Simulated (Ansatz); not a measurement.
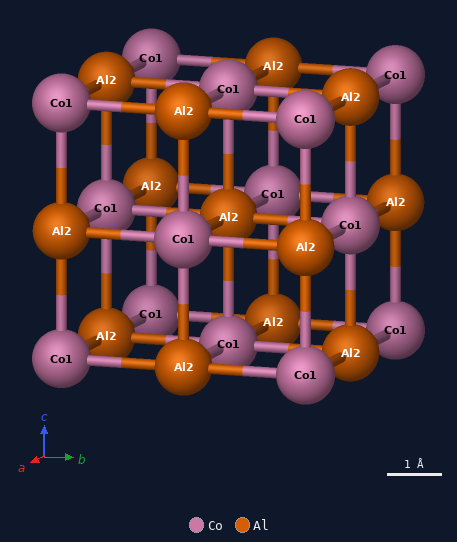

*The structure as given in the input (ball-and-stick view of the cell 4 times as large as that of the calculation, set on its symmetry axes, seen slightly off an axis; atoms are numbered from 1 in the order of the input).*

Near neighbours in the crystal (not all of them lie inside the picture): Co has 6 Al at 2.41 Å; Al has 6 Co at 2.41 Å.

## Geometry relaxation, with input and output: AlCo

AlCo (Fm-3m, 2 atoms in the cell), computed with DFT, PBE, PAW with Ansatz's default frozen-core files, scalar-relativistic, no spin polarisation (Ansatz 0.2.0).

The structure was built on a prototype by a generator; it need not be a known phase. It belongs to a series of runs on one base structure; here: cell relaxed at zero pressure. Figures and captions count atoms from 1; the log counts them from 0 in places.

What the program printed
```
Engine: ansatz 0.2.0, aarch64-unknown-linux-gnu
Pseudopotentials: kind: paw
Pseudopotential: Co, paw, valence charge 17, recommended cutoff 420 eV (normal), Co.paw.azcp
Pseudopotential: Al, paw, valence charge 3, recommended cutoff 420 eV (normal), Al.paw.azcp
Functional definition: PBE
  parameter kappa = 0.804
  parameter beta = 0.06672455060314922
  exchange = pbe_x(kappa = kappa, mu = beta*pi^2/3)
  correlation = pbe_c(beta = beta)
Crystal: 2 atoms, lattice volume = 28.128 Å³
Basis set: ecut = 420 eV, 537 PW (Γ), exchange–correlation on 48×48×48 points (8 copies of the dense FFT grid, shifted against one another)
Bands: 14, of which v1, the nominal top of the filled ones, is band 10 counted from 1 (9 counted from 0)
Symmetry: 48 space group operations
Space group: Fm-3m (ITA 225), of the structure as read, at distance tolerance 3.0e-5 Å
k-points: 104 of 2744
Non-local potential: Co, projectors of the file, l = 0: 3, l = 1: 2, l = 2: 3, l = 3: 1
Non-local potential: Al, projectors of the file, l = 0: 2, l = 1: 2, l = 2: 1
PAW form: soft (Blöchl's): semilocal exchange-correlation on the pseudo side does not see the compensation charge
PAW one-centre angular grid: Co, 590 points (default); XC on 64 Gauss nodes
PAW one-centre angular grid: Al, 110 points (default); XC on 64 Gauss nodes
Initial density: superposition of atomic densities (neutral atoms: chi_scale 0, normalization atom), corrected by the library's trained network
Initial wavefunctions: pseudopotential atomic-orbital guess
Functional: x = pbe(κ = 0.804, μ = 0.2195149727645171), c = pbe(β = 0.06672455060314922)
SCF iter   1: F=—  HF=-5663.185617 eV  |F-HF|=—  |Δ(HF+E_count)|=         —  Δρ=1.79e-3  dr2=4.10e-4  ethr=1.77e-3  ⟨swp⟩=4.5  Hψ=6788  notcnv=0
preconditioner: auto → none  [metal: Δε(μ)=0.017 eV  Ē_g=6.778 eV  σ=0.100 eV  W_gap=0.04  n_scr=8 (ndim 8)  ℏωp=24.3 eV  f_vac=0.000  D(μ)=1.82/eV (n_scr^D=14)  sad-step TF]
SCF iter   2: F=—  HF=-5663.185824 eV  |F-HF|=—  |Δ(HF+E_count)|=   2.07e-4  Δρ=1.12e-3  dr2=1.61e-4  ethr=2.05e-6  ⟨swp⟩=2.0  Hψ=3339  notcnv=0
SCF iter   3: F=—  HF=-5663.185879 eV  |F-HF|=—  |Δ(HF+E_count)|=   5.52e-5  Δρ=3.30e-4  dr2=1.35e-5  ethr=8.04e-7  ⟨swp⟩=1.7  Hψ=1702  notcnv=0
SCF iter   4: F=—  HF=-5663.185906 eV  |F-HF|=—  |Δ(HF+E_count)|=   2.69e-5  Δρ=2.00e-5  dr2=5.13e-8  ethr=6.74e-8  ⟨swp⟩=2.2  Hψ=1842  notcnv=0
iter 5 did not close the SCF: its close was put off for the readings that it lacked (scf_convergence_deferred on its scf_iter line)
SCF iter   5: F=-5663.185906 eV  HF=-5663.185906 eV  |F-HF|=1.75e-9  |Δ(HF+E_count)|=   9.69e-9  Δρ=2.94e-6  dr2=1.62e-9  ethr=2.57e-10  ⟨swp⟩=2.0  Hψ=2514  notcnv=0
SCF iter   6: F=-5663.185906 eV  HF=-5663.185906 eV  |F-HF|=9.19e-11  |Δ(HF+E_count)|=  2.10e-10  Δρ=9.41e-7  dr2=1.00e-10  ethr=8.08e-12  ⟨swp⟩=1.5  Hψ=4015  notcnv=0
SCF 1 converged in 6 iterations: F = -5663.185906 eV  dr2 = 1.00e-10
  greatest PAW one-centre occupation: 1.001 electrons in one spin orbital (limit 2), on the Co atom at site 0 (counted from 0), in its partial waves of l = 1
relax step   1: F+E_penalty+E_count = -5663.18590611 eV  Δ(F+E_penalty+E_count) = +0.000e0 eV  max|allowed force component| = 7.971e-31 eV/Å  Δτ_max = 0.0000 Å  P = -2.491 GPa  Ω = 28.128 Å³  (6 SCF iters, dr2 threshold 1.00e-7 eV, accepted)
Crystal: 2 atoms, lattice volume = 27.792 Å³
Initial density: handed on by an earlier stage of this run
Initial wavefunctions: those handed on with the density
iter 1 solved again at ethr=1.00e-6 eV; its pass at ethr=3.10e-3 eV (dr2=2.01e-4 eV) is discarded
SCF iter   1: F=—  HF=-5663.189938 eV  |F-HF|=—  |Δ(HF+E_count)|=         —  Δρ=8.58e-4  dr2=2.14e-4  ethr=1.00e-6  ⟨swp⟩=1.8  Hψ=8703  notcnv=0
preconditioner: auto → none  [metal: Δε(μ)=0.015 eV  Ē_g=6.854 eV  σ=0.100 eV  W_gap=0.04  n_scr=8 (ndim 8)  ℏωp=24.4 eV  f_vac=0.000  D(μ)=1.77/eV (n_scr^D=14)]
SCF iter   2: F=—  HF=-5663.189905 eV  |F-HF|=—  |Δ(HF+E_count)|=   3.28e-5  Δρ=4.70e-4  dr2=6.25e-5  ethr=1.00e-6  ⟨swp⟩=1.0  Hψ=1456  notcnv=0
SCF iter   3: F=—  HF=-5663.189915 eV  |F-HF|=—  |Δ(HF+E_count)|=   9.56e-6  Δρ=2.15e-5  dr2=2.84e-8  ethr=3.13e-7  ⟨swp⟩=1.1  Hψ=1486  notcnv=0
iter 4 did not close the SCF: its close was put off for the readings that it lacked (scf_convergence_deferred on its scf_iter line)
SCF iter   4: F=-5663.189915 eV  HF=-5663.189915 eV  |F-HF|=1.55e-8  |Δ(HF+E_count)|=   8.16e-8  Δρ=1.03e-5  dr2=1.57e-8  ethr=1.42e-10  ⟨swp⟩=2.5  Hψ=2657  notcnv=0
iter 5 did not close the SCF: its close was put off for the readings that it lacked (scf_convergence_deferred on its scf_iter line)
SCF iter   5: F=-5663.189915 eV  HF=-5663.189915 eV  |F-HF|=7.28e-12  |Δ(HF+E_count)|=   1.88e-9  Δρ=7.20e-7  dr2=6.16e-11  ethr=7.85e-11  ⟨swp⟩=2.3  Hψ=1920  notcnv=0
SCF iter   6: F=-5663.189915 eV  HF=-5663.189915 eV  |F-HF|=0.00e0  |Δ(HF+E_count)|=  3.18e-11  Δρ=9.76e-8  dr2=7.16e-13  ethr=1.00e-12  ⟨swp⟩=1.0  Hψ=3892  notcnv=0
SCF 2 converged in 6 iterations: F = -5663.189915 eV  dr2 = 7.16e-13
relax step   2: F+E_penalty+E_count = -5663.18991486 eV  Δ(F+E_penalty+E_count) = -4.009e-3 eV  max|allowed force component| = 3.944e-31 eV/Å  Δτ_max = 0.0000 Å  P = -1.153 GPa  Ω = 27.792 Å³  energy of the carried Pulay correction = +1.787e-4 eV  (6 SCF iters, dr2 threshold 2.00e-7 eV, accepted)
Crystal: 2 atoms, lattice volume = 27.509 Å³
iter 1 solved again at ethr=1.05e-6 eV; its pass at ethr=3.10e-3 eV (dr2=2.10e-4 eV) is discarded
SCF iter   1: F=—  HF=-5663.191071 eV  |F-HF|=—  |Δ(HF+E_count)|=         —  Δρ=7.45e-4  dr2=1.58e-4  ethr=1.05e-6  ⟨swp⟩=2.0  Hψ=8629  notcnv=0
preconditioner: auto → none  [metal: Δε(μ)=0.014 eV  Ē_g=6.916 eV  σ=0.100 eV  W_gap=0.03  n_scr=8 (ndim 8)  ℏωp=24.5 eV  f_vac=0.000  D(μ)=1.73/eV (n_scr^D=14)]
SCF iter   2: F=—  HF=-5663.191066 eV  |F-HF|=—  |Δ(HF+E_count)|=   4.40e-6  Δρ=4.06e-4  dr2=4.54e-5  ethr=7.90e-7  ⟨swp⟩=1.0  Hψ=1456  notcnv=0
iter 3 did not close the SCF: its close was put off for the readings that it lacked (scf_convergence_deferred on its scf_iter line)
SCF iter   3: F=-5663.191058 eV  HF=-5663.191058 eV  |F-HF|=2.71e-8  |Δ(HF+E_count)|=   8.68e-6  Δρ=2.01e-5  dr2=2.82e-8  ethr=2.27e-7  ⟨swp⟩=1.1  Hψ=1485  notcnv=0
iter 4 did not close the SCF: its close was put off for the readings that it lacked (scf_convergence_deferred on its scf_iter line)
SCF iter   4: F=-5663.191058 eV  HF=-5663.191058 eV  |F-HF|=1.33e-8  |Δ(HF+E_count)|=   4.93e-8  Δρ=9.34e-6  dr2=1.34e-8  ethr=1.41e-10  ⟨swp⟩=2.3  Hψ=2600  notcnv=0
iter 5 did not close the SCF: its close was put off for the readings that it lacked (scf_convergence_deferred on its scf_iter line)
SCF iter   5: F=-5663.191058 eV  HF=-5663.191058 eV  |F-HF|=6.37e-12  |Δ(HF+E_count)|=   1.49e-9  Δρ=6.54e-7  dr2=5.06e-11  ethr=6.71e-11  ⟨swp⟩=2.3  Hψ=1924  notcnv=0
SCF iter   6: F=-5663.191058 eV  HF=-5663.191058 eV  |F-HF|=1.82e-12  |Δ(HF+E_count)|=  2.91e-11  Δρ=7.13e-8  dr2=4.37e-13  ethr=1.00e-12  ⟨swp⟩=1.0  Hψ=4013  notcnv=0
SCF 3 converged in 6 iterations: F = -5663.191058 eV  dr2 = 4.37e-13
relax step   3: F+E_penalty+E_count = -5663.19105776 eV  Δ(F+E_penalty+E_count) = -1.143e-3 eV  max|allowed force component| = 4.684e-31 eV/Å  Δτ_max = 0.0000 Å  P = +0.041 GPa  Ω = 27.509 Å³  energy of the carried Pulay correction = +3.311e-4 eV  (6 SCF iters, dr2 threshold 2.00e-7 eV, accepted)
Initial wavefunctions: pseudopotential atomic-orbital guess (no wavefunctions were taken with the density)
iter 1 solved again at ethr=7.39e-8 eV; its pass at ethr=3.10e-3 eV (dr2=1.48e-5 eV) is discarded
SCF iter   1: F=—  HF=-5663.190739 eV  |F-HF|=—  |Δ(HF+E_count)|=         —  Δρ=9.79e-5  dr2=3.45e-7  ethr=7.39e-8  ⟨swp⟩=3.0  Hψ=10930  notcnv=0
preconditioner: auto → none  [metal: Δε(μ)=0.015 eV  Ē_g=6.914 eV  σ=0.100 eV  W_gap=0.04  n_scr=8 (ndim 8)  ℏωp=24.5 eV  f_vac=0.000  D(μ)=1.73/eV (n_scr^D=14)]
SCF iter   2: F=—  HF=-5663.190756 eV  |F-HF|=—  |Δ(HF+E_count)|=   1.65e-5  Δρ=4.32e-5  dr2=5.52e-8  ethr=1.72e-9  ⟨swp⟩=1.4  Hψ=1745  notcnv=0
SCF iter   3: F=—  HF=-5663.190756 eV  |F-HF|=—  |Δ(HF+E_count)|=   2.54e-9  Δρ=4.32e-6  dr2=1.34e-9  ethr=2.76e-10  ⟨swp⟩=2.0  Hψ=1569  notcnv=0
iter 4 did not close the SCF: its close was put off for the readings that it lacked (scf_convergence_deferred on its scf_iter line)
SCF iter   4: F=-5663.190756 eV  HF=-5663.190756 eV  |F-HF|=2.73e-12  |Δ(HF+E_count)|=  1.22e-10  Δρ=3.00e-7  dr2=7.29e-12  ethr=6.69e-12  ⟨swp⟩=2.5  Hψ=2364  notcnv=0
iter 5 did not close the SCF: its close was put off for the readings that it lacked (scf_convergence_deferred on its scf_iter line)
SCF iter   5: F=-5663.190756 eV  HF=-5663.190756 eV  |F-HF|=9.09e-13  |Δ(HF+E_count)|=  4.55e-12  Δρ=4.82e-8  dr2=2.54e-13  ethr=1.00e-12  ⟨swp⟩=1.0  Hψ=1456  notcnv=0
iter 6 did not close the SCF: its close was put off for the readings that it lacked (scf_convergence_deferred on its scf_iter line)
SCF iter   6: F=-5663.190756 eV  HF=-5663.190756 eV  |F-HF|=9.09e-13  |Δ(HF+E_count)|=  9.09e-13  Δρ=3.99e-9  dr2=3.48e-15  ethr=1.00e-12  ⟨swp⟩=1.0  Hψ=1456  notcnv=0
iter 7 did not close the SCF: its close was put off for the readings that it lacked (scf_convergence_deferred on its scf_iter line)
SCF iter   7: F=-5663.190756 eV  HF=-5663.190756 eV  |F-HF|=9.09e-13  |Δ(HF+E_count)|=  9.09e-13  Δρ=2.10e-9  dr2=7.36e-16  ethr=1.00e-12  ⟨swp⟩=1.0  Hψ=1456  notcnv=0
SCF iter   8: F=-5663.190756 eV  HF=-5663.190756 eV  |F-HF|=0.00e0  |Δ(HF+E_count)|=  9.09e-13  Δρ=2.93e-10  dr2=1.08e-17  ethr=1.00e-12  ⟨swp⟩=2.2  Hψ=4096  notcnv=0
SCF 4 converged in 8 iterations: F = -5663.190756 eV  dr2 = 1.08e-17
relax step   4: F+E_penalty+E_count = -5663.19075569 eV  Δ(F+E_penalty+E_count) = +3.021e-4 eV  max|allowed force component| = 2.794e-31 eV/Å  Δτ_max = 0.0000 Å  P = +0.030 GPa  Ω = 27.509 Å³  stress off target by 2.96e-2 GPa  SCF on the basis re-selected at this cell (its energy is not comparable with the rows above)  (8 SCF iters)
```

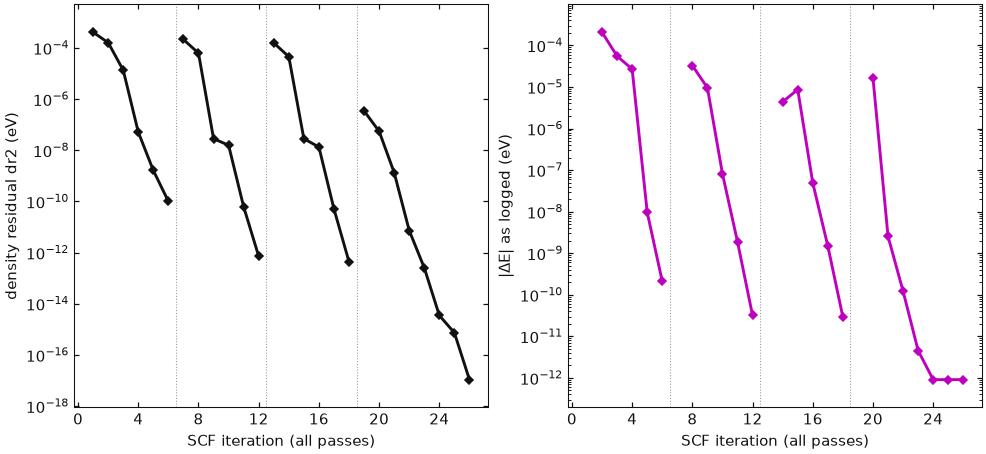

*Convergence of the self-consistent field: density residual dr2 and size of the energy change against the SCF iteration. The dotted lines part the SCF passes of the relaxation: geometry steps, rejected trials and re-solves on a re-selected basis.*

The passes take 6, 6, 6 and 8 iterations.

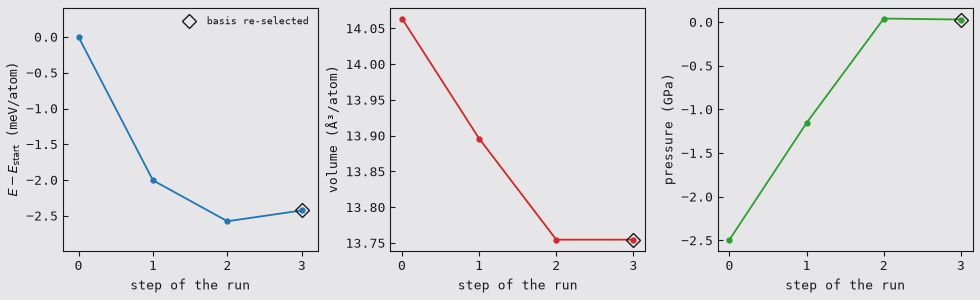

*Progress of the relaxation, step by step (the first geometry is step 0 here and step 1 in the log).*

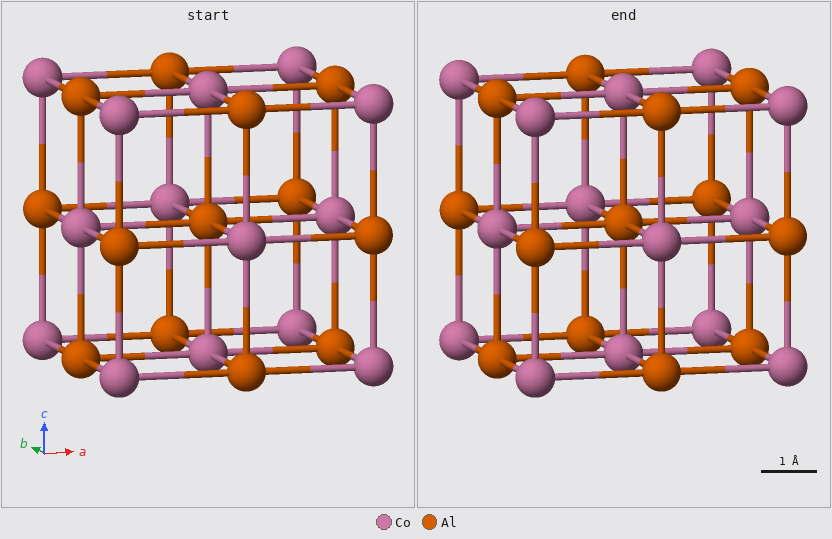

*Before (left) and after (right) the relaxation, at one scale (ball-and-stick view of the cell 4 times as large as that of the calculation, set on its symmetry axes, seen slightly off an axis).*

After 2 geometry steps the energy has fallen by 2.6 meV per atom. All forces vanish by symmetry, so only the cell relaxes. Pressure: −2.49 GPa at the start and 0.03 GPa at the end. The atoms keep their places relative to the cell (all moves are under 0.005 Å). The drawn cell changes as follows: a = b = c 4.828 → 4.792 Å (−0.7 %); the volume changes by −2.2 %. Distances before and after: Co1–Al2 2.414 → 2.396 Å. The space group stays Fm-3m (No. 225). A last SCF at the same geometry on a re-selected plane-wave basis shifts the energy by +0.2 meV per atom. (Atoms are counted from 1 in the order of the input.)

```
basis re-selected at this cell: Δ(F+E_penalty+E_count) = +3.021e-4 eV, ΔP = -0.011 GPa vs the last step (what re-selecting the basis moved, of the pressure what is left beyond the Pulay correction that the steps carried, after the strain that the cell walked since its last selection, with what the two solves' SCF thresholds leave and, on support functions, any second-order correction that the steps lacked; it is no measure of the basis error at this ecutwfc). This SCF's stress stands 2.96e-2 GPa from its target on what of the cell is left free (relax.cell.stress_tol is 5.00e-2 GPa) and its largest allowed force component is 2.79e-31 eV/Å (relax.f_tol is 5.00e-3 eV/Å): within both
SCF converged after 8 iterations
Free energy (F): -5663.190756 eV
Harris-Foulkes:  -5663.190756 eV  (|F-HF|=0.00e0)
Internal energy: -5663.130248 eV  (E = F + TS)
E sigma→0 (E₀):  -5663.160502 eV
Entropy (-TS):   -0.060508 eV (-30.254 meV/atom)
Fermi energy:    11.544739 eV
--- Per-component energies (eV) ---
  E_band       = -330.675943
  E_kinetic    = 480.864010
  E_local      = -3873.451387  (includes V_loc(G=0)·N_el)
  E_nonlocal   = 473.722481
  E_hartree    = 1663.538177
  E_xc         = -198.105202
  E_vxc        = -233.235653  (∫ρ·V_xc dr)
  E_paw        = -1989.874318  (= ΣΔE_a)
  E_vpaw       = -505.651829  (= ΣTr[D̂ρ^β])
  E_aug_tail   = 0.000080  (compensation charges beyond the density's cutoff)
  E_ewald      = -2219.824089
  E_smearing   = -0.060508  (= −TS)
  E_closure    = 0.000000  (closes the sum)
  Σ components = -5663.190756   (vs F -5663.190756, Δ=0.00e0)
--- Forces (eV/Å), atoms counted from 1 ---
  atom   1  Co    -0.00000000     0.00000000     0.00000000
  atom   2  Al     0.00000000    -0.00000000    -0.00000000
  max |Σ_I F_I| component: 3.62e-31 eV/Å
--- Stress (GPa, compression-positive) ---
        0.029596       0.000000       0.000000
        0.000000       0.029596       0.000000
        0.000000       0.000000       0.029596
  P = ⅓ Tr σ = 0.0296 GPa (0.296 kbar)
--- Relaxed structure (3 steps of the walk, 3 accepted, 1 SCFs on fresh bases) ---
  F+E_penalty+E_count = -5663.19075569 eV   max|allowed force component| = 2.794e-31 eV/Å   (the final SCF, on the basis selected at the relaxed cell)
  cell:  # Å, volume = 27.5094 Å³
    - [1.357034659761958e-34, 2.395982198807484, 2.395982198807484]
    - [2.395982198807484, 9.87228331373521e-35, 2.395982198807484]
    - [2.395982198807484, 2.395982198807484, -3.1969540946384763e-34]
  atoms:
    - { symbol: Co, position: [4.025781337229585e-37, -4.090713294279768e-37, -4.480305036594102e-37] }
    - { symbol: Al, position: [0.5, 0.5, 0.5] }
```

Trajectory as extended XYZ (Å, eV, eV/Å), 4 frames, from step=1 to step=4
```
2
Lattice="0.0000 2.4138 2.4138 2.4138 0.0000 2.4138 2.4138 2.4138 0.0000" Properties=species:S:1:pos:R:3:forces:R:3 step=1 energy=-5663.18591 pressure_GPa=-2.49
Co    0.0000    0.0000    0.0000    0.0000   0.0000   0.0000
Al    2.4138    2.4138    2.4138    0.0000   0.0000   0.0000
2
Lattice="0.0000 2.4042 2.4042 2.4042 0.0000 2.4042 2.4042 2.4042 0.0000" Properties=species:S:1:pos:R:3:forces:R:3 step=2 energy=-5663.18991 pressure_GPa=-1.15
Co    0.0000    0.0000    0.0000    0.0000   0.0000   0.0000
Al    2.4042    2.4042    2.4042    0.0000   0.0000   0.0000
2
Lattice="0.0000 2.3960 2.3960 2.3960 0.0000 2.3960 2.3960 2.3960 0.0000" Properties=species:S:1:pos:R:3:forces:R:3 step=3 energy=-5663.19106 pressure_GPa=0.04
Co    0.0000    0.0000    0.0000    0.0000   0.0000   0.0000
Al    2.3960    2.3960    2.3960    0.0000   0.0000   0.0000
2
Lattice="0.0000 2.3960 2.3960 2.3960 0.0000 2.3960 2.3960 2.3960 0.0000" Properties=species:S:1:pos:R:3:forces:R:3 step=4 energy=-5663.19076 pressure_GPa=0.03
Co    0.0000    0.0000    0.0000    0.0000   0.0000   0.0000
Al    2.3960    2.3960    2.3960    0.0000   0.0000   0.0000
```

This output came from the following input.

The input
```yaml
crystal:
  lattice:
    - [0.0, 2.4137972614, 2.4137972614]
    - [2.4137972614, 0.0, 2.4137972614]
    - [2.4137972614, 2.4137972614, 0.0]
  atoms:
    - { symbol: Co, position: [0.0, 0.0, 0.0] }
    - { symbol: Al, position: [0.5, 0.5, 0.5] }
kpoints:
  mp_grid: { grid: [14, 14, 14] }
scf:
  occupations: { method: fermi_dirac, width: 0.1 }
hamiltonian:
  xc: pbe
  pseudopotentials: { kind: paw }
output:
  forces: true
  stress: true
relax:
  f_tol: 0.005
  max_steps: 40
  cell: {}
```

Launch command:
```bash
ansatz run input.yaml --threads 1 --pin off --max-ram 3584MiB --backend cpu --events-out ev --progress --plain --runs-dir out
```

Key numbers

| quantity | value |
| --- | --- |
| outcome | converged |
| space group (tolerance 0.01 Å) | Fm-3m (225) |
| electrons treated | 20 |
| free energy | −5663.1908 eV |
| Fermi energy | 11.545 eV |
| pressure | 0.03 GPa |
| final volume | 27.51 Å³ |
| largest force (length of the vector) at the end | under 0.001 eV/Å |
| final cell | a = 3.388 Å, b = 3.388 Å, c = 3.388 Å, α = 60.00°, β = 60.00°, γ = 60.00° |
| hardware | 1 thread of Arm Neoverse V1, 24 GiB of memory available, shared host |
| wall time | 8.3 s |
| peak memory | 0.33 GiB |

The run has no spin polarisation, so a magnetic state may lie lower.
